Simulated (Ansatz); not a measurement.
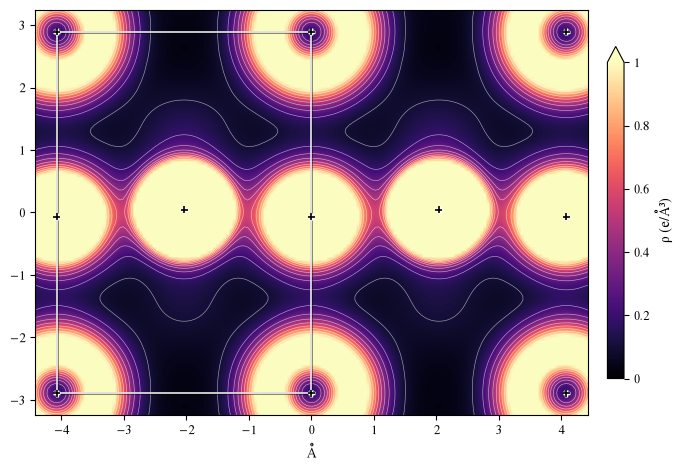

The valence electron density on a plane through atoms (crosses mark nuclei in the plane).

All numbers below come from Ansatz, DFT, PBE, plane-wave PAW, default files, scalar-relativistic, frozen cores.

Candidates:
A. SiNi$_{3}$, a = 3.55 Å, b = 3.55 Å, c = 3.48 Å, α = 90.00°, β = 90.00°, γ = 90.00°. Space group P4/mmm; computed pressure about −4 GPa in this cell; the program warned that a starting moment wasn't kept; spin-polarised, but the moments vanished.
B. BaTiO$_{3}$, a = 4.08 Å, b = 4.08 Å, c = 4.10 Å, α = 90.00°, β = 90.00°, γ = 90.00°. Space group P4mm; computed pressure about −4 GPa in this cell; computed without spin polarisation.

Which system is this?

Answer. Candidate B: BaTiO$_{3}$ on the (011) plane of the conventional cell, which holds Ba, Ti and O. Ba–O (2.82 Å): ρ at the midpoint is about 0.2 e/Å³. Ti–O (2.05 Å): ρ is about 0.56 e/Å³ halfway.
